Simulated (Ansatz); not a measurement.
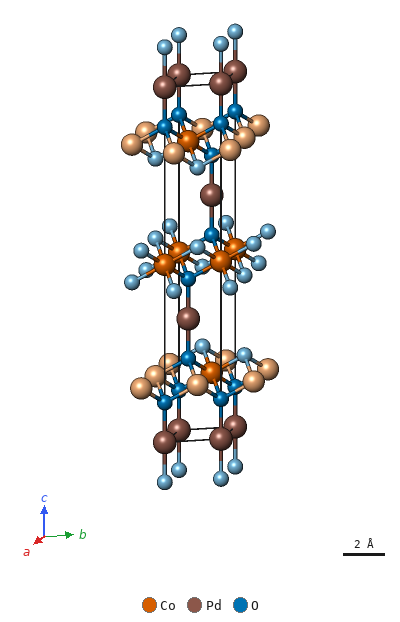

*The structure (ball-and-stick view of the cell of the calculation, set on other vectors, seen slightly off an axis; neighbours outside the cell are drawn fainter). An atom can appear more than once, as a periodic image.*

# Single-point calculation of CoPdO$_{2}$

System: CoPdO$_{2}$ (12 atoms in the cell).
Method: DFT PBE+U, scalar-relativistic, plane waves, PAW, Ueff = 3.32 eV on Co d, no spin polarisation (Ansatz 0.2.0).

The structure derives from an entry of the Crystallography Open Database. It belongs to a series of runs on one base structure; here: the relaxed cell repeated 3 times.

### Log
```
Co: projections on atomic orbitals take those of the free atom [Ne] 3s2 3p6 3d7 4s2, of charge +0.00 (hamiltonian.pseudopotentials.projection_atoms); the dataset's partial waves leave at most 1.4e-6 of an orbital's norm unspanned inside its sphere
Pd: projections on atomic orbitals take those of the free atom [Ar 3d10] 4s2 4p6 4d10, of charge +0.00 (hamiltonian.pseudopotentials.projection_atoms); the dataset's partial waves leave at most 1.0e-5 of an orbital's norm unspanned inside its sphere
O: projections on atomic orbitals take those of the free atom [He] 2s2 2p4, of charge +0.00 (hamiltonian.pseudopotentials.projection_atoms); the dataset's partial waves leave at most 1.9e-8 of an orbital's norm unspanned inside its sphere
Engine: ansatz 0.2.0, x86_64-unknown-linux-gnu
Pseudopotentials: kind: paw
Pseudopotential: Co, paw, valence charge 17, recommended cutoff 420 eV (normal), Co.paw.azcp
Pseudopotential: Pd, paw, valence charge 18, recommended cutoff 420 eV (normal), Pd.paw.azcp
Pseudopotential: O, paw, valence charge 6, recommended cutoff 420 eV (normal), O.paw.azcp
Functional definition: PBE
  parameter kappa = 0.804
  parameter beta = 0.06672455060314922
  exchange = pbe_x(kappa = kappa, mu = beta*pi^2/3)
  correlation = pbe_c(beta = beta)
Crystal: 12 atoms, lattice volume = 126.872 Å³
Basis set: ecut = 420 eV, 2471 PW (Γ), exchange–correlation on 40×40×240 points (8 copies of the dense FFT grid, shifted against one another)
Bands: 85, of which v1, the nominal top of the filled ones, is band 71 counted from 1 (70 counted from 0)
Symmetry: 36 space group operations
Space group: R-3m (ITA 166), of the structure as read, at distance tolerance 5.0e-5 Å
k-points: 110 of 1083
Non-local potential: Co, projectors of the file, l = 0: 3, l = 1: 2, l = 2: 3, l = 3: 1
Non-local potential: Pd, projectors of the file, l = 0: 2, l = 1: 2, l = 2: 2, l = 3: 1
Non-local potential: O, projectors of the file, l = 0: 2, l = 1: 2, l = 2: 1
PAW form: soft (Blöchl's): semilocal exchange-correlation on the pseudo side does not see the compensation charge
PAW one-centre angular grid: Co, 590 points (default); XC on 64 Gauss nodes
PAW one-centre angular grid: Pd, 590 points (default); XC on 64 Gauss nodes
PAW one-centre angular grid: O, 110 points (default); XC on 64 Gauss nodes
Initial density: superposition of atomic densities (chi_scale 0.1, normalization cell, long waves of neutral atoms under a Hubbard term (reshape's long-wave potential 0.32 eV rms, cloud 2.05 Å wide))
Initial wavefunctions: pseudopotential atomic-orbital guess
Functional: x = pbe(κ = 0.804, μ = 0.2195149727645171), c = pbe(β = 0.06672455060314922)
SCF iter   1: F=—  HF=-39727.536443 eV  |F-HF|=—  |Δ(HF+E_count)|=         —  Δρ=6.14e-1  dr2=7.72e2  ethr=3.10e-3  ⟨swp⟩=5.4  Hψ=31421  notcnv=0  defer=47
preconditioner: auto → Kerker (q_TF=auto, 2.777 Å⁻¹)  [metal: Δε(μ)=0.015 eV  Ē_g=10.792 eV  σ=0.150 eV  W_gap=0.06  n_scr=56 (ndim 8)  ℏωp=31.8 eV  f_vac=0.000  D(μ)=6.87/eV (n_scr^D=82)]
SCF iter   2: F=—  HF=-39763.328357 eV  |F-HF|=—  |Δ(HF+E_count)|=    3.58e1  Δρ=8.57e-1  dr2=8.05e2  ethr=3.10e-3  ⟨swp⟩=5.2  Hψ=28510  notcnv=0  defer=467
SCF iter   3: F=—  HF=-39702.628581 eV  |F-HF|=—  |Δ(HF+E_count)|=    6.07e1  Δρ=3.57e-1  dr2=1.31e2  ethr=3.10e-3  ⟨swp⟩=4.0  Hψ=22411  notcnv=0  defer=410
SCF iter   4: F=—  HF=-39690.252969 eV  |F-HF|=—  |Δ(HF+E_count)|=    1.24e1  Δρ=8.26e-2  dr2=2.96e0  ethr=3.10e-3  ⟨swp⟩=3.0  Hψ=20669  notcnv=0  defer=461
SCF iter   5: F=—  HF=-39692.665350 eV  |F-HF|=—  |Δ(HF+E_count)|=    2.41e0  Δρ=1.01e-1  dr2=9.27e0  ethr=2.10e-3  ⟨swp⟩=2.1  Hψ=16060  notcnv=0  defer=461
SCF iter   6: F=—  HF=-39691.434081 eV  |F-HF|=—  |Δ(HF+E_count)|=    1.23e0  Δρ=3.24e-2  dr2=7.79e-1  ethr=2.10e-3  ⟨swp⟩=2.2  Hψ=19366  notcnv=0  defer=467
SCF iter   7: F=—  HF=-39691.580108 eV  |F-HF|=—  |Δ(HF+E_count)|=   1.46e-1  Δρ=1.06e-2  dr2=1.22e-1  ethr=5.53e-4  ⟨swp⟩=2.0  Hψ=13508  notcnv=0  defer=461
SCF iter   8: F=—  HF=-39691.574877 eV  |F-HF|=—  |Δ(HF+E_count)|=   5.23e-3  Δρ=3.83e-3  dr2=1.33e-2  ethr=8.65e-5  ⟨swp⟩=1.9  Hψ=11646  notcnv=0  defer=461
SCF iter   9: F=—  HF=-39691.573654 eV  |F-HF|=—  |Δ(HF+E_count)|=   1.22e-3  Δρ=1.27e-3  dr2=1.84e-3  ethr=9.43e-6  ⟨swp⟩=2.1  Hψ=11357  notcnv=0  defer=461
SCF iter  10: F=—  HF=-39691.573894 eV  |F-HF|=—  |Δ(HF+E_count)|=   2.40e-4  Δρ=1.79e-3  dr2=4.20e-3  ethr=1.30e-6  ⟨swp⟩=2.0  Hψ=16576  notcnv=0  defer=461
SCF iter  11: F=—  HF=-39691.573516 eV  |F-HF|=—  |Δ(HF+E_count)|=   3.79e-4  Δρ=8.27e-4  dr2=1.17e-3  ethr=1.30e-6  ⟨swp⟩=1.3  Hψ=8945  notcnv=0  defer=461
SCF iter  12: F=—  HF=-39691.573386 eV  |F-HF|=—  |Δ(HF+E_count)|=   1.30e-4  Δρ=1.45e-4  dr2=3.49e-5  ethr=8.27e-7  ⟨swp⟩=1.0  Hψ=8889  notcnv=0  defer=461
SCF iter  13: F=—  HF=-39691.573321 eV  |F-HF|=—  |Δ(HF+E_count)|=   6.45e-5  Δρ=4.46e-5  dr2=5.30e-6  ethr=2.48e-8  ⟨swp⟩=2.5  Hψ=12467  notcnv=0  defer=461
SCF iter  14: F=—  HF=-39691.573321 eV  |F-HF|=—  |Δ(HF+E_count)|=   4.01e-7  Δρ=2.68e-5  dr2=9.05e-7  ethr=3.76e-9  ⟨swp⟩=2.4  Hψ=12721  notcnv=0  defer=461
SCF iter  15: F=-39691.573321 eV  HF=-39691.573321 eV  |F-HF|=3.92e-9  |Δ(HF+E_count)|=   2.05e-9  Δρ=4.83e-6  dr2=2.42e-8  ethr=7.09e-11  ⟨swp⟩=14.0  Hψ=68568  notcnv=0
SCF 1 converged in 15 iterations: F = -39691.573321 eV  dr2 = 2.42e-8
  greatest PAW one-centre occupation: 1.000 electrons in one spin orbital (limit 2), on the Co atom at site 2 (counted from 0), in its partial waves of l = 0
```

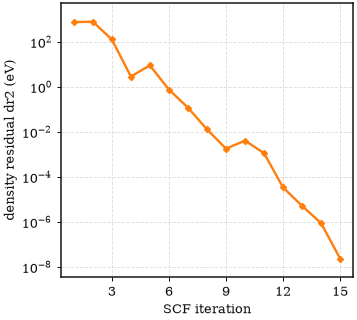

*Convergence of the self-consistent field: density residual dr2 against the SCF iteration.*

The residual falls unevenly and jumps up by a factor of two or more 2 times on the way down.

```
SCF converged after 15 iterations
Free energy (F): -39691.573321 eV
Harris-Foulkes:  -39691.573321 eV  (|F-HF|=3.92e-9)
Internal energy: -39691.549681 eV  (E = F + TS)
E sigma→0 (E₀):  -39691.561501 eV
Entropy (-TS):   -0.023639 eV (-1.970 meV/atom)
Fermi energy:    14.223468 eV
--- Per-component energies (eV) ---
  E_band       = -1571.419068
  E_kinetic    = 3933.554592
  E_local      = -18257.060211  (includes V_loc(G=0)·N_el)
  E_nonlocal   = 2304.175333
  E_hartree    = 7462.270665
  E_xc         = -1417.689083
  E_vxc        = -1805.023280  (∫ρ·V_xc dr)
  E_hubbard    = 4.984246  (on-site DFT+U / exact-exchange correction)
  E_vhub       = -26.709045  (the Hubbard potential's part of the band-sum identity)
  E_paw        = -16733.588696  (= ΣΔE_a)
  E_vpaw       = -2644.918985  (= ΣTr[D̂ρ^β])
  E_aug_tail   = 0.014979  (compensation charges beyond the density's cutoff)
  E_ewald      = -16988.211505
  E_smearing   = -0.023639  (= −TS)
  E_closure    = -0.000000  (closes the sum)
  Σ components = -39691.573321   (vs F -39691.573321, Δ=0.00e0)
--- Forces (eV/Å), atoms counted from 1 ---
  atom   1  Co    -0.00000000    -0.00000000     0.00000000
  atom   2  Co    -0.00000000     0.00000000     0.00000000
  atom   3  Co    -0.00000000     0.00000000     0.00000000
  atom   4  Pd    -0.00000000    -0.00000000     0.00000000
  atom   5  Pd     0.00000000    -0.00000000     0.00000000
  atom   6  Pd     0.00000000    -0.00000000    -0.00000000
  atom   7  O     -0.00000000    -0.00000000     0.00524229
  atom   8  O     -0.00000000    -0.00000000     0.00524229
  atom   9  O     -0.00000000    -0.00000000     0.00524229
  atom  10  O      0.00000000     0.00000000    -0.00524229
  atom  11  O      0.00000000     0.00000000    -0.00524229
  atom  12  O      0.00000000     0.00000000    -0.00524229
  max |Σ_I F_I| component: 7.40e-17 eV/Å
--- Stress (GPa, compression-positive) ---
       -0.018538      -0.000000       0.000000
       -0.000000      -0.018538      -0.000000
        0.000000      -0.000000       0.116971
  P = ⅓ Tr σ = 0.0266 GPa (0.266 kbar)
--- Band table (eV; the first three rows and the last of 110) ---
  k-point 0: bands = ["-81.2028", "-81.2027", "-81.2027", "-70.2778", "-70.2777", "-70.2777", "-44.4934", "-44.4934", "-44.4934", "-44.4934", "-44.4934", "-44.4934", "-44.4078", "-44.4078", "-44.4078", "-36.3821", "-36.3821", "-36.3820", "-35.7041", "-35.7041", "-35.7041", "-35.7041", "-35.7041", "-35.7041", "-6.4340", "-6.3165", "-6.3165", "-4.7769", "-4.7769", "-4.5858", "5.6720", "6.3828", "6.3828", "8.3499", "8.3499", "8.4266", "8.4266", "8.4266", "8.4266", "9.0725", "9.0725", "9.2076", "9.3613", "9.3613", "10.5468", "11.0367", "11.0367", "11.0367", "11.0367", "11.3021", "11.3021", "11.4009", "11.4009", "11.4009", "11.4009", "11.6236", "11.6236", "11.6907", "11.6907", "11.6907", "11.6907", "11.7045", "11.7045", "12.0282", "12.4645", "12.4645", "12.7067", "12.7067", "13.3141", "13.3141", "13.3141", "13.3141", "16.3203", "16.3203", "16.3203", "16.3203", "16.5134", "16.5134", "17.1137", "17.9031", "17.9031", "19.9940", "19.9940", "20.6596", "23.4286"]
  k-point 1: bands = ["-81.2028", "-81.2028", "-81.2027", "-70.2777", "-70.2777", "-70.2776", "-44.4934", "-44.4934", "-44.4934", "-44.4934", "-44.4934", "-44.4934", "-44.4078", "-44.4078", "-44.4078", "-36.3821", "-36.3821", "-36.3820", "-35.7042", "-35.7042", "-35.7041", "-35.7041", "-35.7041", "-35.7041", "-6.4171", "-6.3722", "-6.2768", "-4.8377", "-4.6885", "-4.6143", "5.7633", "6.0203", "6.7016", "8.3612", "8.3612", "8.3908", "8.3908", "8.4510", "8.4510", "8.7003", "9.2076", "9.2100", "9.3037", "9.7987", "10.3119", "10.9354", "10.9354", "11.1920", "11.1920", "11.2857", "11.2857", "11.3985", "11.3985", "11.4268", "11.4268", "11.5354", "11.5354", "11.6845", "11.6845", "11.6996", "11.6996", "11.7056", "11.7056", "12.1438", "12.3345", "12.5213", "12.8248", "12.8248", "13.0730", "13.0730", "13.4603", "13.4603", "16.2560", "16.2560", "16.4112", "16.4112", "16.4854", "16.4854", "17.2091", "17.4863", "18.3229", "19.5717", "20.3846", "20.6002", "23.3790"]
  k-point 2: bands = ["-81.2026", "-81.2026", "-81.2026", "-70.2772", "-70.2771", "-70.2771", "-44.4952", "-44.4952", "-44.4952", "-44.4939", "-44.4939", "-44.4939", "-44.4075", "-44.4075", "-44.4075", "-36.3814", "-36.3814", "-36.3814", "-35.7095", "-35.7095", "-35.7095", "-35.7055", "-35.7055", "-35.7055", "-6.4032", "-6.2855", "-6.2855", "-4.7721", "-4.7720", "-4.5820", "5.7081", "6.4156", "6.4167", "8.2572", "8.2582", "8.2602", "8.3723", "8.4496", "8.4518", "9.1454", "9.1456", "9.2595", "9.5276", "9.5285", "10.6349", "10.7636", "10.8490", "10.8493", "10.9420", "11.1025", "11.1365", "11.3937", "11.4169", "11.5736", "11.6024", "11.6568", "11.6569", "11.6651", "11.6856", "11.7344", "11.7376", "11.7406", "11.7612", "12.0515", "12.4581", "12.4602", "12.6802", "12.7179", "13.2209", "13.2463", "13.3520", "13.3752", "16.2131", "16.2699", "16.2827", "16.3343", "16.4383", "16.4976", "17.1639", "17.9443", "17.9526", "20.1173", "20.1236", "20.8035", "23.5451"]
  k-point 109: bands = ["-81.1961", "-81.1961", "-81.1960", "-70.2552", "-70.2552", "-70.2552", "-44.5412", "-44.5412", "-44.5412", "-44.5345", "-44.5345", "-44.5345", "-44.3968", "-44.3968", "-44.3968", "-36.3554", "-36.3554", "-36.3554", "-35.8525", "-35.8525", "-35.8525", "-35.8322", "-35.8322", "-35.8322", "-4.8325", "-4.8207", "-4.7934", "-4.6369", "-4.6080", "-4.5953", "6.9325", "6.9333", "6.9731", "7.2783", "7.3207", "7.3706", "7.8235", "7.8423", "7.9548", "8.3022", "8.3427", "8.3687", "9.2653", "9.3026", "9.3301", "9.4869", "9.4906", "9.5548", "11.3165", "11.3240", "11.3273", "11.4893", "11.5162", "11.5636", "11.6907", "11.7088", "11.7878", "11.8183", "11.8307", "11.9627", "12.0380", "12.0774", "12.0853", "12.3833", "12.3983", "12.4438", "12.5558", "12.5567", "12.6089", "14.5906", "14.5964", "14.6041", "15.8615", "15.8637", "15.8751", "16.0750", "16.1018", "16.1699", "21.0609", "21.1254", "21.1600", "22.3496", "22.3563", "22.3741", "24.4917"]
Occupation matrices written to [file]
```

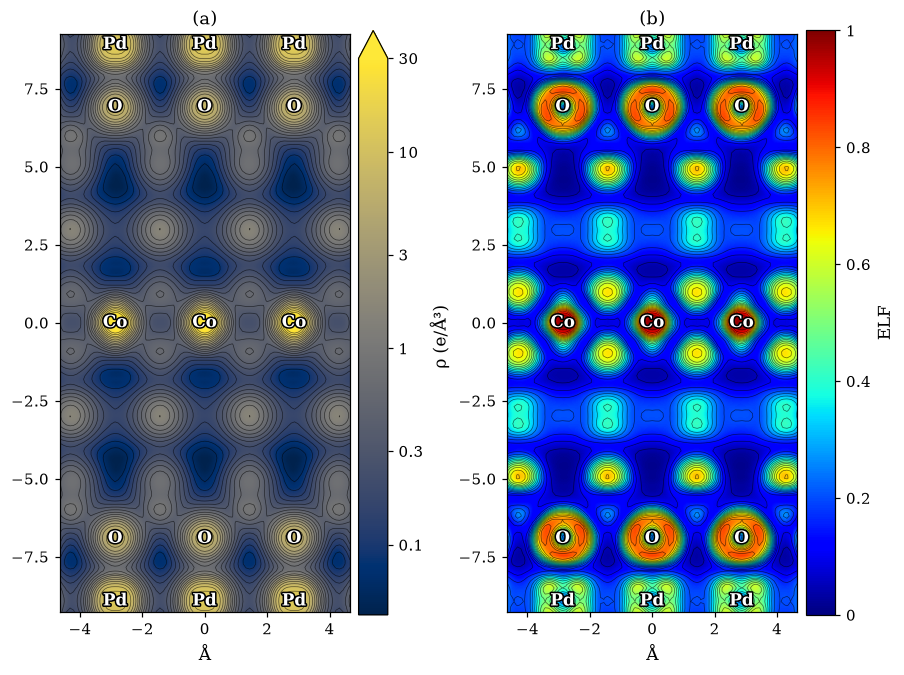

*(a) valence charge density (pseudo); (b) ELF on the (100) plane of the conventional cell.*

The section cuts through Co, Pd and O sites. Pd–O (2.00 Å): ρ at the midpoint is about 0.76 e/Å³; the ELF is about 0.15 at the midpoint (no shared pair; the contact is polar). Away from the nuclei the density in this plane falls to 0.04 e/Å³ at its lowest. The strong features right at Co and Pd lie inside the PAW spheres (semicore, d or f shells) and say nothing about bonding. Core electrons are frozen (PAW), so the fields are smoothed inside the atomic spheres.

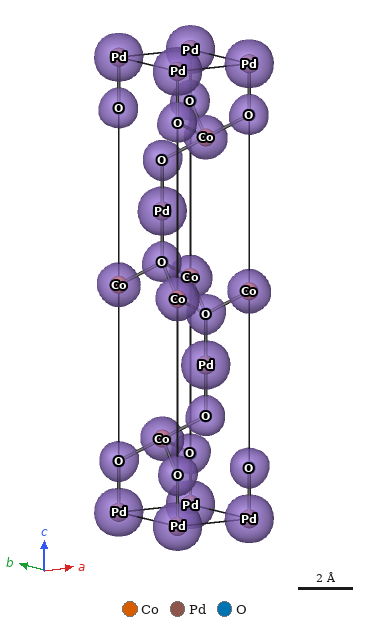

*Isosurface of the valence pseudo-density at 1 e/Å³ (purple), seen at an oblique angle. Sticks mark near contacts. The outline is the cell set on symmetry axes.*

At this value the density breaks into separate islands; it holds about 80 % of the electrons treated as valence (semicore included). It is pinched off along the Co–O (1.92 Å) and Pd–O (2.00 Å) contacts. On the grid the lowest density along these lines, outside the cores, is 0.69 e/Å³ (Co–O, 1.92 Å) and 0.75 e/Å³ (Pd–O, 2.00 Å).

This output came from the following input.

### The input
```yaml
crystal:
  lattice:
    - [-1.4330852831, -2.4821765219, 0.0]
    - [1.4330852831, -2.4821765219, 0.0]
    - [0.0, 0.0, 17.8332604672]
  atoms:
    - { symbol: Co, position: [1.0, 1.0, 0.5] }
    - { symbol: Co, position: [0.3333333333, 0.3333333333, 0.8333333333] }
    - { symbol: Co, position: [0.6666666667, 0.6666666667, 0.1666666667] }
    - { symbol: Pd, position: [0.3333333333, 0.3333333333, 0.3333333333] }
    - { symbol: Pd, position: [0.6666666667, 0.6666666667, 0.6666666667] }
    - { symbol: Pd, position: [1.0, 0.0, 0.0] }
    - { symbol: O, position: [1.0, 1.0, 0.1122911703] }
    - { symbol: O, position: [0.3333333333, 0.3333333333, 0.4456245037] }
    - { symbol: O, position: [0.6666666667, 0.6666666667, 0.778957837] }
    - { symbol: O, position: [1.0, 1.0, 0.8877088297] }
    - { symbol: O, position: [0.3333333333, 0.3333333333, 0.221042163] }
    - { symbol: O, position: [0.6666666667, 0.6666666667, 0.5543754963] }
basis:
  ecutwfc: 420
kpoints:
  mp_grid: { grid: [19, 19, 3] }
hamiltonian:
  xc: pbe
  hubbard: { sites: [{ species: Co, l: d, u_eff: 3.32 }] }
scf:
  occupations: { method: gaussian, width: 0.15 }
output:
  forces: true
  stress: true
  eigenvalues: true
  write_density: true
  write_potential: true
  elf: true
  volumetric_format: npy
```

Launch command:
```bash
ansatz run input.yaml --threads 2 --pin off --max-ram 5120MiB --backend cpu --events-out ev --progress --plain --runs-dir out
```

### Results in brief

| quantity | value |
| --- | --- |
| outcome | converged |
| space group (tolerance 0.01 Å) | R-3m (166) |
| electrons treated | 141 |
| free energy | −39691.5733 eV |
| Fermi energy | 14.223 eV |
| gap on the k-point mesh | none (metallic) |
| pressure | 0.03 GPa |
| largest force (length of the vector) | 0.005 eV/Å |
| hardware | 2 threads of AMD EPYC (Zen 3), 32 GiB of memory available, shared host |
| wall time | 1.9 min (CPU time 3.6 min) |
| peak memory | 1.6 GiB |

The run has no spin polarisation, so a magnetic state may lie lower.
